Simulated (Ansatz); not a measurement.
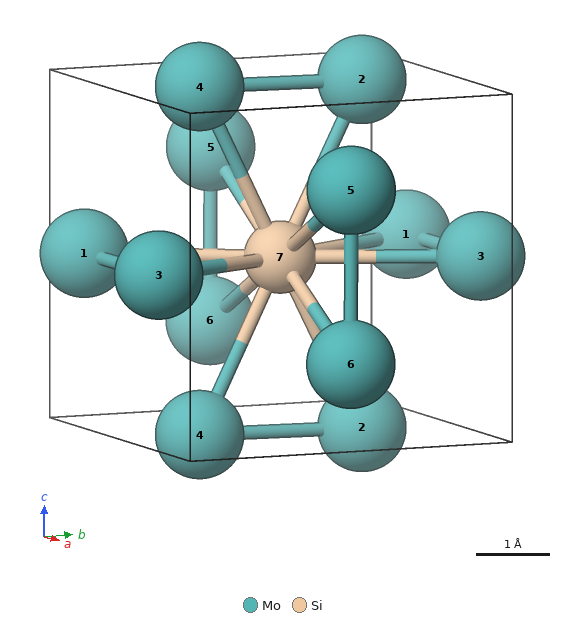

**Figure 1.** The input geometry (ball-and-stick view of the cell of the calculation, seen slightly off an axis; atoms are numbered from 1 in the order of the input).

**Run report: Mo$_{6}$Si, nudged elastic band (part 1 of 2)**

Mo$_{6}$Si (defect cell, 7 atoms in the cell), computed with DFT with PBE, PAW plane waves, no spin polarisation (Ansatz 0.2.0).

The structure derives from an entry of the Crystallography Open Database. The run did not end well. Figures and captions count atoms from 1; the log counts them from 0 in places.

## Input
```yaml
crystal:
  lattice:
    - [4.86125377, 0.0, 0.0]
    - [0.0, 4.86125377, 0.0]
    - [0.0, 0.0, 4.86125377]
  atoms:
    - { symbol: Mo, position: [0.24431597, 0.0014594, 0.50274375] }
    - { symbol: Mo, position: [0.50402483, 0.75005482, -0.00621149] }
    - { symbol: Mo, position: [0.76125823, 0.00649672, 0.50478377] }
    - { symbol: Mo, position: [0.50414599, 0.24585345, 0.00107807] }
    - { symbol: Mo, position: [-0.00257848, 0.50148382, 0.75065186] }
    - { symbol: Mo, position: [0.00116839, 0.49844913, 0.2516916] }
    - { symbol: Si, position: [0.50090725, 0.49740787, 0.49677786] }
kpoints:
  mp_grid: { grid: [3, 3, 3] }
magnetization:
  spin_polarized: false
scf:
  occupations: { method: fermi_dirac, width: 0.05 }
hamiltonian:
  pseudopotentials: { kind: paw }
  xc: pbe
basis:
  ecutwfc: 420
neb:
  images: 3
  relax_end_points: true
  climbing: true
  f_tol: 0.05
  max_iterations: 40
  order_check: false
  final_atoms:
    - { symbol: Mo, position: [0.24431597, 0.0014594, 0.50274375] }
    - { symbol: Mo, position: [0.50402483, 0.75005482, -0.00621149] }
    - { symbol: Mo, position: [0.76125823, 0.00649672, 0.50478377] }
    - { symbol: Mo, position: [0.50414599, 0.24585345, 0.00107807] }
    - { symbol: Mo, position: [-0.00257848, 0.50148382, 0.75065186] }
    - { symbol: Mo, position: [0.00116839, 0.49844913, 0.2516916] }
    - { symbol: Si, position: [0.99651431, 0.00480756, -0.00253459] }
```

Run on 4 threads of Arm Neoverse V2, 24 GiB of memory available, shared host.

Run as:
```bash
ansatz run input.yaml --threads 4 --pin off --max-ram 8192MiB --backend cpu --events-out ev --progress --plain --runs-dir out
```

## Log
```
Warning: neb: disabling space-group detection — the band's intermediate images generally break the endpoint symmetry, so no spatial operation reduces the k-mesh or symmetrises the density, except that a semilocal band can use its path's symmetry ahead of convergence; time reversal is kept, so that k and −k are solved as one point where they differ and the mesh holds both, and exact exchange and, on two spinor components, a DFT+U term hold to it where the run has them: on two components no moment then forms, and a state that bears one, which a typed moment (crystal.atoms[].spin; refused beside efield: under a hybrid functional) reaches, can lie lower, under hf by electronvolts; crystal.symmetry.detect: false (a key that needs symmetry detection or time reversal refuses this as the deck is read) with time_reversal: false beside it drops time reversal too
Engine: ansatz 0.2.0, aarch64-unknown-linux-gnu
Pseudopotentials: kind: paw
Pseudopotential: Mo, paw, valence charge 14, recommended cutoff 420 eV (normal), Mo.paw.azcp
Pseudopotential: Si, paw, valence charge 4, recommended cutoff 420 eV (normal), Si.paw.azcp
Functional definition: PBE
  parameter kappa = 0.804
  parameter beta = 0.06672455060314922
  exchange = pbe_x(kappa = kappa, mu = beta*pi^2/3)
  correlation = pbe_c(beta = beta)
parallel-image band execution: 3 concurrent image workers
NEB image 0
Crystal: 7 atoms, lattice volume = 114.880 Å³
Basis set: ecut = 420 eV, 2205 PW (Γ), exchange–correlation on 72×72×72 points (8 copies of the dense FFT grid, shifted against one another)
Bands: 53, of which v1, the nominal top of the filled ones, is band 44 counted from 1 (43 counted from 0)
Symmetry: 1 space group operations
k-points: 14 of 27 (time reversal used)
Non-local potential: Mo, projectors of the file, l = 0: 3, l = 1: 2, l = 2: 2, l = 3: 1
Non-local potential: Si, projectors of the file, l = 0: 2, l = 1: 2, l = 2: 2
PAW form: soft (Blöchl's): semilocal exchange-correlation on the pseudo side does not see the compensation charge
PAW one-centre angular grid: Mo, 590 points (default); XC on 64 Gauss nodes
PAW one-centre angular grid: Si, 110 points (default); XC on 64 Gauss nodes
Initial density: superposition of atomic densities (neutral atoms: chi_scale 0, normalization atom), corrected by the library's trained network
Initial wavefunctions: pseudopotential atomic-orbital guess
Functional: x = pbe(κ = 0.804, μ = 0.2195149727645171), c = pbe(β = 0.06672455060314922)
SCF iter   1: F=—  HF=-30370.729721 eV  |F-HF|=—  |Δ(HF+E_count)|=         —  Δρ=6.81e-3  dr2=2.51e-2  ethr=1.77e-3  ⟨swp⟩=5.8  Hψ=2537  notcnv=0  defer=1
preconditioner: auto → Kerker (q_TF=auto, 2.610 Å⁻¹)  [metal: Δε(μ)=0.124 eV  Ē_g=4.566 eV  σ=0.050 eV  W_gap=0.45  n_scr=32 (ndim 8)  ℏωp=21.9 eV  f_vac=0.002  D(μ)=4.17/eV (n_scr^D=26)]
SCF iter   2: F=—  HF=-30370.731511 eV  |F-HF|=—  |Δ(HF+E_count)|=   1.79e-3  Δρ=3.94e-3  dr2=8.93e-3  ethr=2.85e-5  ⟨swp⟩=2.1  Hψ=1130  notcnv=0  defer=4
SCF iter   3: F=—  HF=-30370.733172 eV  |F-HF|=—  |Δ(HF+E_count)|=   1.66e-3  Δρ=5.17e-4  dr2=2.49e-4  ethr=1.01e-5  ⟨swp⟩=2.0  Hψ=936  notcnv=0  defer=4
SCF iter   4: F=—  HF=-30370.733217 eV  |F-HF|=—  |Δ(HF+E_count)|=   4.50e-5  Δρ=1.07e-4  dr2=2.21e-5  ethr=2.83e-7  ⟨swp⟩=2.0  Hψ=986  notcnv=0  defer=4
SCF iter   5: F=—  HF=-30370.733220 eV  |F-HF|=—  |Δ(HF+E_count)|=   2.30e-6  Δρ=3.96e-5  dr2=4.88e-6  ethr=2.51e-8  ⟨swp⟩=2.1  Hψ=928  notcnv=0  defer=4
SCF iter   6: F=—  HF=-30370.733219 eV  |F-HF|=—  |Δ(HF+E_count)|=   7.34e-7  Δρ=1.34e-5  dr2=4.11e-7  ethr=5.55e-9  ⟨swp⟩=2.0  Hψ=944  notcnv=0  defer=4
SCF iter   7: F=-30370.733219 eV  HF=-30370.733219 eV  |F-HF|=4.94e-9  |Δ(HF+E_count)|=   3.87e-8  Δρ=3.79e-6  dr2=1.67e-8  ethr=1.14e-10  ⟨swp⟩=4.9  Hψ=2567  notcnv=0
SCF 1 converged in 7 iterations: F = -30370.733219 eV  dr2 = 1.67e-8
  greatest PAW one-centre occupation: 0.998 electrons in one spin orbital (limit 2), on the Mo atom at site 4 (counted from 0), in its partial waves of l = 0
NSCF: frozen V_eff on 14 k-points
NEB image 4
SCF iter   1: F=—  HF=-30370.655048 eV  |F-HF|=—  |Δ(HF+E_count)|=         —  Δρ=6.60e-3  dr2=2.51e-2  ethr=1.77e-3  ⟨swp⟩=6.1  Hψ=2548  notcnv=0  defer=1
preconditioner: auto → Kerker (q_TF=auto, 2.610 Å⁻¹)  [metal: Δε(μ)=0.026 eV  Ē_g=4.594 eV  σ=0.050 eV  W_gap=0.13  n_scr=32 (ndim 8)  ℏωp=21.9 eV  f_vac=0.002  D(μ)=5.14/eV (n_scr^D=32)]
SCF iter   2: F=—  HF=-30370.655990 eV  |F-HF|=—  |Δ(HF+E_count)|=   9.42e-4  Δρ=3.77e-3  dr2=8.56e-3  ethr=2.86e-5  ⟨swp⟩=2.1  Hψ=1124  notcnv=0  defer=4
SCF iter   3: F=—  HF=-30370.657399 eV  |F-HF|=—  |Δ(HF+E_count)|=   1.41e-3  Δρ=5.02e-4  dr2=2.18e-4  ethr=9.73e-6  ⟨swp⟩=2.0  Hψ=943  notcnv=0  defer=4
SCF iter   4: F=—  HF=-30370.657458 eV  |F-HF|=—  |Δ(HF+E_count)|=   5.91e-5  Δρ=8.67e-5  dr2=7.67e-6  ethr=2.48e-7  ⟨swp⟩=2.0  Hψ=1012  notcnv=0  defer=4
SCF iter   5: F=—  HF=-30370.657461 eV  |F-HF|=—  |Δ(HF+E_count)|=   3.32e-6  Δρ=2.80e-5  dr2=1.35e-6  ethr=8.72e-9  ⟨swp⟩=2.6  Hψ=1205  notcnv=0  defer=4
SCF iter   6: F=—  HF=-30370.657461 eV  |F-HF|=—  |Δ(HF+E_count)|=   2.58e-8  Δρ=7.78e-6  dr2=1.93e-7  ethr=1.54e-9  ⟨swp⟩=2.0  Hψ=943  notcnv=0  defer=4
SCF iter   7: F=-30370.657461 eV  HF=-30370.657461 eV  |F-HF|=4.18e-9  |Δ(HF+E_count)|=   2.21e-8  Δρ=2.89e-6  dr2=1.90e-8  ethr=1.14e-10  ⟨swp⟩=4.0  Hψ=2364  notcnv=0
SCF 2 converged in 7 iterations: F = -30370.657461 eV  dr2 = 1.90e-8
[... from here on the iterations of each SCF are left out, up to the last one ...]
NSCF: frozen V_eff on 14 k-points
NEB end point (image 0): max|allowed force component| = 9.385e-1 eV/Å (the criterion of neb.relax_end_points is 1.000e-2)
NEB end point (image 4): max|allowed force component| = 1.664e0 eV/Å (the criterion of neb.relax_end_points is 1.000e-2)
NEB image 0, for its relaxation
Initial density: handed on by an earlier stage of this run
Initial wavefunctions: those handed on with the density
preconditioner: auto → Kerker (q_TF=auto, 2.610 Å⁻¹)  [metal: Δε(μ)=0.116 eV  Ē_g=4.564 eV  σ=0.050 eV  W_gap=0.43  n_scr=32 (ndim 8)  ℏωp=21.9 eV  f_vac=0.000  D(μ)=4.24/eV (n_scr^D=26)]
SCF 3 converged in 6 iterations: F = -30370.733219 eV  dr2 = 6.44e-13
NEB image 0, for its relaxation
preconditioner: auto → Resta (q_TF=auto, 2.610 Å⁻¹)  ε∞=24.0  [insulator: Δε(μ)=0.166 eV  Ē_g=4.566 eV  σ=0.050 eV  W_gap=0.65  n_scr=32 (ndim 8)  ℏωp=21.9 eV  f_vac=0.000  D(μ)=4.24/eV (n_scr^D=26)  ε∞_Penn≈24.0]
SCF 4 converged in 7 iterations: F = -30370.725894 eV  dr2 = 6.07e-9
NEB image 0, for its relaxation
preconditioner: auto → Resta (q_TF=auto, 2.610 Å⁻¹)  ε∞=24.0  [insulator: Δε(μ)=0.279 eV  Ē_g=4.567 eV  σ=0.050 eV  W_gap=0.82  n_scr=32 (ndim 8)  ℏωp=21.9 eV  f_vac=0.000  D(μ)=3.60/eV (n_scr^D=26)  ε∞_Penn≈24.0]
SCF 5 converged in 6 iterations: F = -30370.795202 eV  dr2 = 7.91e-8
NEB image 0, for its relaxation
preconditioner: auto → Resta (q_TF=auto, 2.610 Å⁻¹)  ε∞=24.0  [insulator: Δε(μ)=0.286 eV  Ē_g=4.565 eV  σ=0.050 eV  W_gap=0.83  n_scr=32 (ndim 8)  ℏωp=21.9 eV  f_vac=0.000  D(μ)=3.60/eV (n_scr^D=26)  ε∞_Penn≈24.0]
SCF 6 converged in 6 iterations: F = -30370.795221 eV  dr2 = 2.05e-11
NEB image 0
SCF 7 converged in 6 iterations: F = -30370.795221 eV  dr2 = 1.53e-12
NSCF: frozen V_eff on 14 k-points
NEB end point (image 0): relaxed in 25 SCF iterations, 0.062002 eV lower, largest move of an atom 0.051 Å; not tested for a saddle point
NEB image 4, for its relaxation
preconditioner: auto → Kerker (q_TF=auto, 2.610 Å⁻¹)  [metal: Δε(μ)=0.026 eV  Ē_g=4.592 eV  σ=0.050 eV  W_gap=0.13  n_scr=32 (ndim 8)  ℏωp=21.9 eV  f_vac=0.000  D(μ)=5.22/eV (n_scr^D=32)]
SCF 8 converged in 6 iterations: F = -30370.657461 eV  dr2 = 7.61e-13
NEB image 4, for its relaxation
preconditioner: auto → Resta (q_TF=auto, 2.610 Å⁻¹)  ε∞=24.0  [insulator: Δε(μ)=0.119 eV  Ē_g=4.565 eV  σ=0.050 eV  W_gap=0.50  n_scr=32 (ndim 8)  ℏωp=21.9 eV  f_vac=0.000  D(μ)=4.37/eV (n_scr^D=32)  ε∞_Penn≈24.0]
preconditioner: auto → Kerker (q_TF=auto, 2.610 Å⁻¹)  [metal: Δε(μ)=0.110 eV  Ē_g=4.565 eV  σ=0.050 eV  W_gap=0.47  n_scr=32 (ndim 8)  ℏωp=21.9 eV  f_vac=0.000  D(μ)=4.41/eV (n_scr^D=32)]
SCF 9 converged in 7 iterations: F = -30370.725989 eV  dr2 = 1.65e-8
NEB image 4, for its relaxation
preconditioner: auto → Resta (q_TF=auto, 2.610 Å⁻¹)  ε∞=24.0  [insulator: Δε(μ)=0.276 eV  Ē_g=4.567 eV  σ=0.050 eV  W_gap=0.81  n_scr=32 (ndim 8)  ℏωp=21.9 eV  f_vac=0.000  D(μ)=3.60/eV (n_scr^D=26)  ε∞_Penn≈24.0]
SCF 10 converged in 7 iterations: F = -30370.795165 eV  dr2 = 6.88e-9
NEB image 4, for its relaxation
preconditioner: auto → Resta (q_TF=auto, 2.610 Å⁻¹)  ε∞=24.0  [insulator: Δε(μ)=0.285 eV  Ē_g=4.565 eV  σ=0.050 eV  W_gap=0.83  n_scr=32 (ndim 8)  ℏωp=21.9 eV  f_vac=0.000  D(μ)=3.60/eV (n_scr^D=26)  ε∞_Penn≈24.0]
SCF 11 converged in 6 iterations: F = -30370.795221 eV  dr2 = 5.37e-11
NEB image 4
SCF 12 converged in 6 iterations: F = -30370.795221 eV  dr2 = 5.89e-12
NSCF: frozen V_eff on 14 k-points
NEB end point (image 4): relaxed in 26 SCF iterations, 0.137760 eV lower, largest move of an atom 0.069 Å; not tested for a saddle point
NEB image 1
preconditioner: auto → Kerker (q_TF=auto, 2.610 Å⁻¹)  [metal: Δε(μ)=0.023 eV  Ē_g=4.530 eV  σ=0.050 eV  W_gap=0.11  n_scr=32 (ndim 8)  ℏωp=21.9 eV  f_vac=0.002  D(μ)=9.35/eV (n_scr^D=92)]
SCF 13 converged in 7 iterations: F = -30363.867856 eV  dr2 = 5.52e-8
NEB image 2
preconditioner: auto → Kerker (q_TF=auto, 2.610 Å⁻¹)  [metal: Δε(μ)=0.026 eV  Ē_g=4.397 eV  σ=0.050 eV  W_gap=0.13  n_scr=32 (ndim 8)  ℏωp=21.9 eV  f_vac=0.003  D(μ)=9.13/eV (n_scr^D=92)]
SCF 14 converged in 8 iterations: F = -30348.324696 eV  dr2 = 9.58e-9
NEB image 3
SCF 15 converged in 7 iterations: F = -30363.867625 eV  dr2 = 5.42e-8
NEB iter   1: max|band force component| = 1.861e1 eV/Å  barrier→ = 22.4705 eV  barrier← = 22.4705 eV  Δτ_max = 0.2000 Å  (48 SCF iters)
NEB image 1
preconditioner: auto → Kerker (q_TF=auto, 2.610 Å⁻¹)  [metal: Δε(μ)=0.106 eV  Ē_g=4.512 eV  σ=0.050 eV  W_gap=0.44  n_scr=32 (ndim 8)  ℏωp=21.9 eV  f_vac=0.000  D(μ)=4.30/eV (n_scr^D=32)]
SCF 16 converged in 8 iterations: F = -30366.825794 eV  dr2 = 1.05e-8
NEB image 2
preconditioner: auto → Kerker (q_TF=auto, 2.610 Å⁻¹)  [metal: Δε(μ)=0.108 eV  Ē_g=4.388 eV  σ=0.050 eV  W_gap=0.44  n_scr=32 (ndim 8)  ℏωp=21.9 eV  f_vac=0.000  D(μ)=4.59/eV (n_scr^D=32)]
SCF 17 converged in 8 iterations: F = -30359.341882 eV  dr2 = 2.73e-8
NEB image 3
SCF 18 converged in 8 iterations: F = -30366.825627 eV  dr2 = 1.06e-8
NEB iter   2: max|band force component| = 8.639e0 eV/Å  barrier→ = 11.4533 eV  barrier← = 11.4533 eV  Δτ_max = 0.1725 Å  (24 SCF iters)
[... from here on the SCF iterations and repeated set-up lines of each step are left out, up to the last step ...]
NEB image 1
SCF 19 converged in 7 iterations: F = -30367.673584 eV  dr2 = 3.69e-8
NEB image 2
SCF 20 converged in 7 iterations: F = -30363.634921 eV  dr2 = 5.42e-8
NEB image 3
SCF 21 converged in 7 iterations: F = -30367.673515 eV  dr2 = 3.69e-8
NEB iter   3: max|band force component| = 3.430e0 eV/Å  barrier→ = 7.1603 eV  barrier← = 7.1603 eV  Δτ_max = 0.1153 Å  (21 SCF iters)
NEB image 1
SCF 22 converged in 7 iterations: F = -30367.796249 eV  dr2 = 2.62e-8
NEB image 2
SCF 23 converged in 6 iterations: F = -30365.089673 eV  dr2 = 7.97e-8
NEB image 3
SCF 24 converged in 7 iterations: F = -30367.796206 eV  dr2 = 2.61e-8
NEB iter   4: max|band force component| = 1.824e0 eV/Å  barrier→ = 5.7055 eV  barrier← = 5.7055 eV  Δτ_max = 0.1925 Å  (20 SCF iters)
NEB image 1
SCF 25 converged in 7 iterations: F = -30367.592172 eV  dr2 = 2.70e-8
NEB image 2
SCF 26 converged in 7 iterations: F = -30366.325606 eV  dr2 = 4.92e-8
NEB image 3
SCF 27 converged in 7 iterations: F = -30367.592155 eV  dr2 = 2.71e-8
NEB iter   5: max|band force component| = 6.933e-1 eV/Å  barrier→ = 4.4696 eV  barrier← = 4.4696 eV  Δτ_max = 0.1934 Å  (21 SCF iters)
NEB image 1
SCF 28 converged in 7 iterations: F = -30367.374265 eV  dr2 = 3.13e-8
NEB image 2
SCF 29 converged in 7 iterations: F = -30366.889586 eV  dr2 = 1.98e-8
NEB image 3
SCF 30 converged in 7 iterations: F = -30367.374257 eV  dr2 = 3.12e-8
NEB iter   6: max|band force component| = 4.326e-1 eV/Å  barrier→ = 3.9056 eV  barrier← = 3.9056 eV  CI = image 2  Δτ_max = 0.1940 Å  (21 SCF iters)
NEB image 1
SCF 31 converged in 8 iterations: F = -30367.171640 eV  dr2 = 9.75e-9
NEB image 2
SCF 32 converged in 7 iterations: F = -30367.065182 eV  dr2 = 1.34e-8
NEB image 3
SCF 33 converged in 7 iterations: F = -30367.552978 eV  dr2 = 1.67e-8
NEB iter   7: max|band force component| = 5.526e-1 eV/Å  barrier→ = 3.7300 eV  barrier← = 3.7300 eV  CI = image 2  Δτ_max = 0.0995 Å  (22 SCF iters)
NEB image 1
SCF 34 converged in 6 iterations: F = -30367.274262 eV  dr2 = 3.51e-8
NEB image 2
SCF 35 converged in 6 iterations: F = -30367.071730 eV  dr2 = 3.17e-8
NEB image 3
SCF 36 converged in 7 iterations: F = -30367.446355 eV  dr2 = 1.94e-8
NEB iter   8: max|band force component| = 3.925e-1 eV/Å  barrier→ = 3.7235 eV  barrier← = 3.7235 eV  CI = image 2  Δτ_max = 0.1954 Å  (19 SCF iters)
NEB image 1
SCF 37 converged in 7 iterations: F = -30367.250847 eV  dr2 = 1.79e-8
NEB image 2
SCF 38 converged in 7 iterations: F = -30367.471505 eV  dr2 = 2.15e-8
NEB image 3
SCF 39 converged in 7 iterations: F = -30367.246504 eV  dr2 = 3.81e-8
NEB iter   9: max|band force component| = 7.394e-1 eV/Å  barrier→ = 3.5487 eV  barrier← = 3.5487 eV  CI = image 3  Δτ_max = 0.1005 Å  (21 SCF iters)
NEB image 1
SCF 40 converged in 6 iterations: F = -30367.366582 eV  dr2 = 6.13e-8
NEB image 2
SCF 41 converged in 7 iterations: F = -30367.513442 eV  dr2 = 9.50e-9
NEB image 3
SCF 42 converged in 7 iterations: F = -30367.202379 eV  dr2 = 6.83e-9
NEB iter  10: max|band force component| = 5.206e-1 eV/Å  barrier→ = 3.5928 eV  barrier← = 3.5928 eV  CI = image 3  Δτ_max = 0.1019 Å  (20 SCF iters)
NEB image 1
SCF 43 converged in 6 iterations: F = -30367.616721 eV  dr2 = 6.22e-8
NEB image 2
SCF 44 converged in 7 iterations: F = -30367.518975 eV  dr2 = 3.95e-8
NEB image 3
SCF 45 converged in 6 iterations: F = -30367.392830 eV  dr2 = 6.95e-8
NEB iter  11: max|band force component| = 7.044e-1 eV/Å  barrier→ = 3.4024 eV  barrier← = 3.4024 eV  CI = image 3  Δτ_max = 0.1013 Å  (19 SCF iters)
NEB image 1
SCF 46 converged in 7 iterations: F = -30368.003034 eV  dr2 = 2.97e-8
NEB image 2
SCF 47 converged in 7 iterations: F = -30367.823030 eV  dr2 = 4.42e-8
NEB image 3
SCF 48 converged in 7 iterations: F = -30367.490667 eV  dr2 = 1.77e-8
NEB iter  12: max|band force component| = 8.624e-1 eV/Å  barrier→ = 3.3046 eV  barrier← = 3.3046 eV  CI = image 3  Δτ_max = 0.0998 Å  (21 SCF iters)
NEB image 1
SCF 49 converged in 7 iterations: F = -30368.802889 eV  dr2 = 1.56e-8
NEB image 2
SCF 50 converged in 7 iterations: F = -30368.408789 eV  dr2 = 7.29e-8
NEB image 3
SCF 51 converged in 6 iterations: F = -30367.514423 eV  dr2 = 8.93e-8
NEB iter  13: max|band force component| = 1.459e0 eV/Å  barrier→ = 3.2808 eV  barrier← = 3.2808 eV  CI = image 3  Δτ_max = 0.1951 Å  (20 SCF iters)
NEB image 1
SCF 52 converged in 8 iterations: F = -30369.905551 eV  dr2 = 1.33e-8
NEB image 2
SCF 53 converged in 7 iterations: F = -30369.189753 eV  dr2 = 6.44e-8
NEB image 3
SCF 54 converged in 6 iterations: F = -30367.517462 eV  dr2 = 2.03e-8
NEB iter  14: max|band force component| = 1.651e0 eV/Å  barrier→ = 3.2778 eV  barrier← = 3.2778 eV  CI = image 3  Δτ_max = 0.1000 Å  (21 SCF iters)
NEB image 1
SCF 55 converged in 7 iterations: F = -30370.364526 eV  dr2 = 5.39e-8
NEB image 2
SCF 56 converged in 7 iterations: F = -30368.413651 eV  dr2 = 4.74e-8
NEB image 3
SCF 57 converged in 6 iterations: F = -30367.517273 eV  dr2 = 1.07e-9
NEB iter  15: max|band force component| = 1.411e0 eV/Å  barrier→ = 3.2779 eV  barrier← = 3.2779 eV  CI = image 3  Δτ_max = 0.1007 Å  (20 SCF iters)
NEB image 1
SCF 58 converged in 7 iterations: F = -30370.533438 eV  dr2 = 2.71e-8
NEB image 2
SCF 59 converged in 7 iterations: F = -30367.373557 eV  dr2 = 4.43e-8
NEB image 3
SCF 60 converged in 6 iterations: F = -30367.517298 eV  dr2 = 1.21e-11
NEB iter  16: max|band force component| = 1.789e0 eV/Å  barrier→ = 3.4217 eV  barrier← = 3.4217 eV  CI = image 2  Δτ_max = 0.0991 Å  (20 SCF iters)
NEB image 1
SCF 61 converged in 6 iterations: F = -30370.669891 eV  dr2 = 4.33e-8
NEB image 2
SCF 62 converged in 7 iterations: F = -30366.762506 eV  dr2 = 3.10e-8
NEB image 3
SCF 63 converged in 6 iterations: F = -30367.658291 eV  dr2 = 9.82e-8
NEB iter  17: max|band force component| = 2.011e0 eV/Å  barrier→ = 4.0327 eV  barrier← = 4.0327 eV  CI = image 2  Δτ_max = 0.1923 Å  (19 SCF iters)
NEB image 1
SCF 64 converged in 6 iterations: F = -30370.785235 eV  dr2 = 7.00e-8
NEB image 2
SCF 65 converged in 7 iterations: F = -30365.952412 eV  dr2 = 1.97e-8
NEB image 3
SCF 66 converged in 7 iterations: F = -30368.722490 eV  dr2 = 9.43e-8
NEB iter  18: max|band force component| = 1.778e0 eV/Å  barrier→ = 4.8428 eV  barrier← = 4.8428 eV  CI = image 2  Δτ_max = 0.1938 Å  (20 SCF iters)
NEB image 1
SCF 67 converged in 6 iterations: F = -30370.708528 eV  dr2 = 3.88e-8
NEB image 2
SCF 68 converged in 7 iterations: F = -30365.076891 eV  dr2 = 2.52e-8
NEB image 3
SCF 69 converged in 8 iterations: F = -30369.536515 eV  dr2 = 1.94e-8
NEB iter  19: max|band force component| = 1.171e0 eV/Å  barrier→ = 5.7183 eV  barrier← = 5.7183 eV  CI = image 2  Δτ_max = 0.1970 Å  (21 SCF iters)
NEB image 1
SCF 70 converged in 6 iterations: F = -30370.642152 eV  dr2 = 6.42e-8
NEB image 2
SCF 71 converged in 7 iterations: F = -30364.681846 eV  dr2 = 6.39e-9
NEB image 3
SCF 72 converged in 8 iterations: F = -30370.197060 eV  dr2 = 1.26e-8
NEB iter  20: max|band force component| = 1.205e0 eV/Å  barrier→ = 6.1134 eV  barrier← = 6.1134 eV  CI = image 2  Δτ_max = 0.1005 Å  (21 SCF iters)
NEB image 1
SCF 73 converged in 6 iterations: F = -30370.769369 eV  dr2 = 3.94e-8
NEB image 2
SCF 74 converged in 7 iterations: F = -30365.228919 eV  dr2 = 2.09e-8
NEB image 3
SCF 75 converged in 7 iterations: F = -30370.513949 eV  dr2 = 2.02e-8
```
